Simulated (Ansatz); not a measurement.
**Geometry relaxation, with input and output: HfO2**

The run: geometry relaxation of HfO2 (P4/mmm, 3 atoms in the cell). Method and program: DFT PBE, scalar-relativistic, plane waves, PAW, no spin polarisation (Ansatz 0.2.0).

The structure was made by a generator, so it may or may not be a known phase. Figures and captions count atoms from 1; the log counts them from 0 in places.

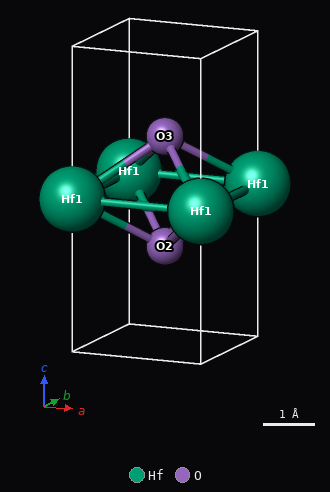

Fig. 1: The structure as given in the input (ball-and-stick view of the cell of the calculation, seen slightly off an axis; atoms are numbered from 1 in the order of the input). An atom can appear more than once, as a periodic image.

The input:
```yaml
crystal:
  lattice:
    - [2.79424627, 0.0, 0.0]
    - [0.0, 2.79424627, 0.0]
    - [0.0, 0.0, 6.2117635523]
  atoms:
    - { symbol: Hf, position: [0.0, 0.0, 0.5] }
    - { symbol: O, position: [0.5, 0.5, 0.3202640049] }
    - { symbol: O, position: [0.5, 0.5, 0.6797359951] }
basis:
  ecutwfc: 420
kpoints:
  mp_grid: { grid: [16, 16, 8] }
hamiltonian:
  xc: pbe
scf:
  occupations: { method: gaussian, width: 0.1 }
output:
  forces: true
  stress: true
  eigenvalues: true
  write_density: true
  write_potential: true
  elf: true
  volumetric_format: npy
relax:
  adjacent_minimum: "off"
  f_tol: 0.01
  max_steps: 80
  cell: { stress_tol: 0.05 }
```

Run as:
```bash
ansatz run input.yaml --threads 1 --pin off --max-ram 2560MiB --backend cpu --events-out ev --progress --plain --runs-dir out
```

What the program printed:
```
Engine: ansatz 0.2.0, x86_64-unknown-linux-gnu
Pseudopotentials: kind: paw
Pseudopotential: Hf, paw, valence charge 26, recommended cutoff 420 eV (normal), Hf.paw.azcp
Pseudopotential: O, paw, valence charge 6, recommended cutoff 420 eV (normal), O.paw.azcp
Functional definition: PBE
  parameter kappa = 0.804
  parameter beta = 0.06672455060314922
  exchange = pbe_x(kappa = kappa, mu = beta*pi^2/3)
  correlation = pbe_c(beta = beta)
Crystal: 3 atoms, lattice volume = 48.500 Å³
Basis set: ecut = 420 eV, 953 PW (Γ), exchange–correlation on 40×40×90 points (8 copies of the dense FFT grid, shifted against one another)
Bands: 23, of which v1, the nominal top of the filled ones, is band 19 counted from 1 (18 counted from 0)
Symmetry: 16 space group operations
Space group: P4/mmm (ITA 123), of the structure as read, at distance tolerance 3.6e-5 Å
k-points: 225 of 2048
Non-local potential: Hf, projectors of the file, l = 0: 3, l = 1: 2, l = 2: 2, l = 3: 3
Non-local potential: O, projectors of the file, l = 0: 2, l = 1: 2, l = 2: 1
PAW form: soft (Blöchl's): semilocal exchange-correlation on the pseudo side does not see the compensation charge
PAW one-centre angular grid: Hf, 590 points (default); XC on 64 Gauss nodes
PAW one-centre angular grid: O, 110 points (default); XC on 64 Gauss nodes
Initial density: superposition of atomic densities (neutral atoms: chi_scale 0, normalization atom), corrected by the library's trained network
Initial wavefunctions: pseudopotential atomic-orbital guess
Functional: x = pbe(κ = 0.804, μ = 0.2195149727645171), c = pbe(β = 0.06672455060314922)
SCF iter   1: F=—  HF=-16858.070213 eV  |F-HF|=—  |Δ(HF+E_count)|=         —  Δρ=1.03e-2  dr2=3.32e-2  ethr=1.77e-3  ⟨swp⟩=6.0  Hψ=22062  notcnv=0
preconditioner: auto → LDOS  [metal: Δε(μ)=0.014 eV  Ē_g=17.527 eV  σ=0.100 eV  W_gap=0.08  n_scr=16 (ndim 8)  ℏωp=32.0 eV  f_vac=0.344  D(μ)=1.19/eV (n_scr^D=4)  β→1.0]
SCF iter   2: F=—  HF=-16858.058836 eV  |F-HF|=—  |Δ(HF+E_count)|=   1.14e-2  Δρ=3.44e-3  dr2=4.87e-3  ethr=8.74e-5  ⟨swp⟩=2.0  Hψ=11905  notcnv=0
SCF iter   3: F=—  HF=-16858.057465 eV  |F-HF|=—  |Δ(HF+E_count)|=   1.37e-3  Δρ=1.29e-3  dr2=7.24e-4  ethr=1.28e-5  ⟨swp⟩=2.2  Hψ=9423  notcnv=0
SCF iter   4: F=—  HF=-16858.057332 eV  |F-HF|=—  |Δ(HF+E_count)|=   1.34e-4  Δρ=6.15e-4  dr2=2.14e-4  ethr=1.91e-6  ⟨swp⟩=2.5  Hψ=9340  notcnv=0
SCF iter   5: F=—  HF=-16858.057281 eV  |F-HF|=—  |Δ(HF+E_count)|=   5.07e-5  Δρ=1.79e-4  dr2=1.62e-5  ethr=5.62e-7  ⟨swp⟩=2.9  Hψ=9257  notcnv=0
SCF iter   6: F=—  HF=-16858.057248 eV  |F-HF|=—  |Δ(HF+E_count)|=   3.34e-5  Δρ=6.41e-5  dr2=1.78e-6  ethr=4.25e-8  ⟨swp⟩=2.0  Hψ=8830  notcnv=0
SCF iter   7: F=—  HF=-16858.057248 eV  |F-HF|=—  |Δ(HF+E_count)|=   2.25e-7  Δρ=1.59e-5  dr2=1.02e-7  ethr=4.68e-9  ⟨swp⟩=2.6  Hψ=8543  notcnv=0
SCF iter   8: F=-16858.057248 eV  HF=-16858.057248 eV  |F-HF|=1.93e-10  |Δ(HF+E_count)|=   1.24e-8  Δρ=3.94e-6  dr2=3.32e-9  ethr=2.63e-10  ⟨swp⟩=12.0  Hψ=43583  notcnv=0
SCF 1 converged in 8 iterations: F = -16858.057248 eV  dr2 = 3.32e-9
  greatest PAW one-centre occupation: 0.999 electrons in one spin orbital (limit 2), on the Hf atom at site 0 (counted from 0), in its partial waves of l = 3
relax step   1: F+E_penalty+E_count = -16858.05724766 eV  Δ(F+E_penalty+E_count) = +0.000e0 eV  max|allowed force component| = 8.438e-4 eV/Å  Δτ_max = 0.0000 Å  P = +0.023 GPa  Ω = 48.500 Å³  (8 SCF iters, dr2 threshold 1.00e-7 eV, accepted)
Initial density: handed on by an earlier stage of this run
Initial wavefunctions: pseudopotential atomic-orbital guess (no wavefunctions were taken with the density)
iter 1 solved again at ethr=2.26e-8 eV; its pass at ethr=3.10e-3 eV (dr2=8.58e-6 eV) is discarded
SCF iter   1: F=—  HF=-16858.057279 eV  |F-HF|=—  |Δ(HF+E_count)|=         —  Δρ=4.70e-6  dr2=4.15e-9  ethr=2.26e-8  ⟨swp⟩=5.3  Hψ=42089  notcnv=0
preconditioner: auto → LDOS  [metal: Δε(μ)=0.008 eV  Ē_g=17.521 eV  σ=0.100 eV  W_gap=0.05  n_scr=16 (ndim 8)  ℏωp=32.0 eV  f_vac=0.343  D(μ)=1.12/eV (n_scr^D=4)  β→1.0]
SCF iter   2: F=—  HF=-16858.057248 eV  |F-HF|=—  |Δ(HF+E_count)|=   3.16e-5  Δρ=4.02e-6  dr2=5.33e-9  ethr=1.09e-11  ⟨swp⟩=4.1  Hψ=14770  notcnv=0
SCF iter   3: F=—  HF=-16858.057248 eV  |F-HF|=—  |Δ(HF+E_count)|=   2.84e-9  Δρ=1.74e-6  dr2=1.75e-9  ethr=1.09e-11  ⟨swp⟩=2.0  Hψ=8561  notcnv=0
SCF iter   4: F=—  HF=-16858.057248 eV  |F-HF|=—  |Δ(HF+E_count)|=  4.22e-10  Δρ=6.00e-7  dr2=8.49e-11  ethr=4.60e-12  ⟨swp⟩=2.7  Hψ=9269  notcnv=0
SCF iter   5: F=-16858.057248 eV  HF=-16858.057248 eV  |F-HF|=1.09e-11  |Δ(HF+E_count)|=  4.07e-10  Δρ=1.19e-7  dr2=4.67e-12  ethr=1.00e-12  ⟨swp⟩=9.0  Hψ=32738  notcnv=0
SCF 2 converged in 5 iterations: F = -16858.057248 eV  dr2 = 4.67e-12
relax step   2: F+E_penalty+E_count = -16858.05724766 eV  Δ(F+E_penalty+E_count) = -8.404e-10 eV  max|allowed force component| = 8.692e-4 eV/Å  Δτ_max = 0.0000 Å  P = +0.023 GPa  Ω = 48.500 Å³  stress off target by 4.55e-2 GPa  SCF on the basis re-selected at this cell (its energy is not comparable with the rows above)  (5 SCF iters)
```

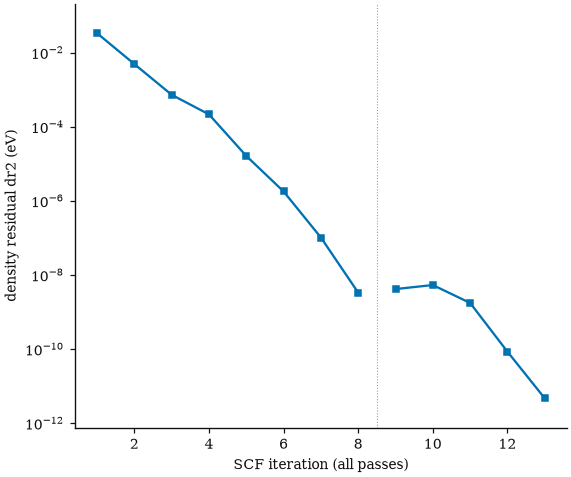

Fig. 2: Convergence of the self-consistent field: density residual dr2 against the SCF iteration. The dotted lines part the SCF passes of the relaxation: geometry steps, rejected trials and re-solves on a re-selected basis. The passes take 8 and 5 iterations.

```
basis re-selected at this cell: Δ(F+E_penalty+E_count) = -8.404e-10 eV, ΔP = +0.000 GPa vs the last step (what re-selecting the basis moved, of the pressure what is left beyond the Pulay correction that the steps carried, after the strain that the cell walked since its last selection, with what the two solves' SCF thresholds leave and, on support functions, any second-order correction that the steps lacked; it is no measure of the basis error at this ecutwfc). This SCF's stress stands 4.55e-2 GPa from its target on what of the cell is left free (relax.cell.stress_tol is 5.00e-2 GPa) and its largest allowed force component is 8.69e-4 eV/Å (relax.f_tol is 1.00e-2 eV/Å): within both
SCF converged after 5 iterations
Free energy (F): -16858.057248 eV
Harris-Foulkes:  -16858.057248 eV  (|F-HF|=1.09e-11)
Internal energy: -16858.051647 eV  (E = F + TS)
E sigma→0 (E₀):  -16858.054447 eV
Entropy (-TS):   -0.005601 eV (-1.867 meV/atom)
Fermi energy:    8.526782 eV
--- Per-component energies (eV) ---
  E_band       = -254.436074
  E_kinetic    = 770.031819
  E_local      = -10509.524920  (includes V_loc(G=0)·N_el)
  E_nonlocal   = -1147.583250
  E_hartree    = 4865.792865
  E_xc         = -447.122021
  E_vxc        = -453.914254  (∫ρ·V_xc dr)
  E_paw        = -7242.155170  (= ΣΔE_a)
  E_vpaw       = 1354.963768  (= ΣTr[D̂ρ^β])
  E_aug_tail   = 0.004793  (compensation charges beyond the density's cutoff)
  E_ewald      = -3147.495764
  E_smearing   = -0.005601  (= −TS)
  E_closure    = 0.000000  (closes the sum)
  Σ components = -16858.057248   (vs F -16858.057248, Δ=0.00e0)
--- Forces (eV/Å), atoms counted from 1 ---
  atom   1  Hf    -0.00000000     0.00000000     0.00000000
  atom   2  O      0.00000000     0.00000000    -0.00086920
  atom   3  O      0.00000000     0.00000000     0.00086920
  max |Σ_I F_I| component: 9.47e-30 eV/Å
--- Stress (GPa, compression-positive) ---
        0.011996       0.000000       0.000000
        0.000000       0.011996       0.000000
        0.000000       0.000000       0.045476
  P = ⅓ Tr σ = 0.0232 GPa (0.232 kbar)
--- Band table (eV; the first three rows and the last of 225) ---
  k-point 0: bands = ["-53.5143", "-22.3099", "-21.5737", "-21.5737", "-10.1945", "-8.0720", "-3.3432", "-3.3162", "-3.3162", "-3.3022", "-3.2738", "-3.2738", "-3.2530", "3.2170", "6.2709", "6.2709", "6.8296", "6.9525", "6.9525", "8.0496", "12.5364", "13.5310", "15.3433"]
  k-point 1: bands = ["-53.5143", "-22.3099", "-21.5737", "-21.5737", "-10.1936", "-8.0737", "-3.3432", "-3.3162", "-3.3162", "-3.3023", "-3.2738", "-3.2738", "-3.2530", "3.2347", "6.2704", "6.2704", "6.8296", "6.9526", "6.9526", "7.9958", "12.5421", "13.6231", "15.3433"]
  k-point 2: bands = ["-53.5143", "-22.3100", "-21.5737", "-21.5737", "-10.1914", "-8.0776", "-3.3432", "-3.3162", "-3.3162", "-3.3026", "-3.2738", "-3.2738", "-3.2530", "3.2786", "6.2690", "6.2690", "6.8297", "6.9538", "6.9538", "7.8678", "12.5546", "13.8717", "15.3433"]
  k-point 224: bands = ["-53.3171", "-22.7146", "-22.7146", "-21.8838", "-9.4438", "-7.7074", "-3.3610", "-3.3610", "-3.2903", "-3.2649", "-3.2649", "-3.2373", "-3.1333", "3.2342", "3.2342", "4.4049", "5.1467", "5.1467", "8.6248", "12.5875", "16.0535", "16.2261", "16.2261"]
--- Relaxed structure (1 steps of the walk, 1 accepted, 1 SCFs on fresh bases) ---
  F+E_penalty+E_count = -16858.05724766 eV   max|allowed force component| = 8.692e-4 eV/Å   (the final SCF, on the basis selected at the relaxed cell)
  cell:  # Å, volume = 48.5003 Å³
    - [2.79424627, 0.0, 0.0]
    - [0.0, 2.79424627, 0.0]
    - [0.0, 0.0, 6.2117635523]
  atoms:
    - { symbol: Hf, position: [0.0, 0.0, 0.49999999999999994] }
    - { symbol: O, position: [0.49999999999999994, 0.49999999999999994, 0.3202640049] }
    - { symbol: O, position: [0.49999999999999994, 0.49999999999999994, 0.6797359950999999] }
```

Trajectory as extended XYZ (Å, eV, eV/Å), 2 frames, from step=1 to step=2:
```
3
Lattice="2.7942 0.0000 0.0000 0.0000 2.7942 0.0000 0.0000 0.0000 6.2118" Properties=species:S:1:pos:R:3:forces:R:3 step=1 energy=-16858.05725 pressure_GPa=0.02
Hf    0.0000    0.0000    3.1059    0.0000   0.0000   0.0000
O     1.3971    1.3971    1.9894    0.0000   0.0000  -0.0008
O     1.3971    1.3971    4.2224    0.0000   0.0000   0.0008
3
Lattice="2.7942 0.0000 0.0000 0.0000 2.7942 0.0000 0.0000 0.0000 6.2118" Properties=species:S:1:pos:R:3:forces:R:3 step=2 energy=-16858.05725 pressure_GPa=0.02
Hf    0.0000    0.0000    3.1059    0.0000   0.0000   0.0000
O     1.3971    1.3971    1.9894    0.0000   0.0000  -0.0009
O     1.3971    1.3971    4.2224    0.0000   0.0000   0.0009
```

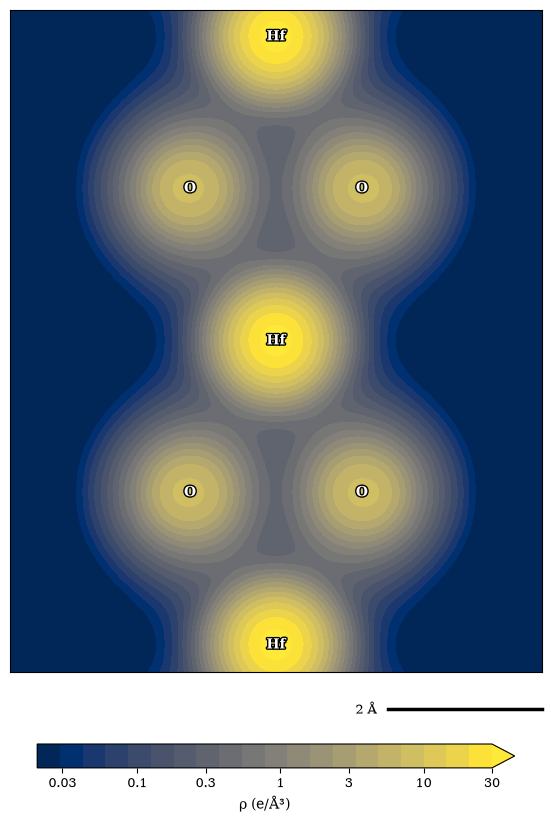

Fig. 3: Valence charge density (pseudo) on the (110) plane of the conventional cell. The section cuts through Hf and O sites. Hf–O (2.27 Å): ρ at the midpoint is about 0.5 e/Å³. The density dies away to nearly zero in the voids. Core electrons are frozen (PAW), so the fields are smoothed inside the atomic spheres.

Summary:

| quantity | value |
| --- | --- |
| outcome | converged |
| space group (tolerance 0.01 Å) | P4/mmm (123) |
| electrons treated | 38 |
| free energy | −16858.0572 eV |
| Fermi energy | 8.527 eV |
| gap on the k-point mesh | none (metallic) |
| pressure | 0.02 GPa |
| final volume | 48.50 Å³ |
| largest force (length of the vector) at the end | 0.001 eV/Å |
| final cell | a = 2.794 Å, b = 2.794 Å, c = 6.212 Å, α = 90.00°, β = 90.00°, γ = 90.00° |
| hardware | 1 thread of Intel Xeon @ 2.50GHz (Skylake/Cascade Lake), 189 GiB of memory available, shared host |
| wall time | 76 s |
| peak memory | 0.52 GiB |

Spin–orbit coupling is left out, which matters for Hf.
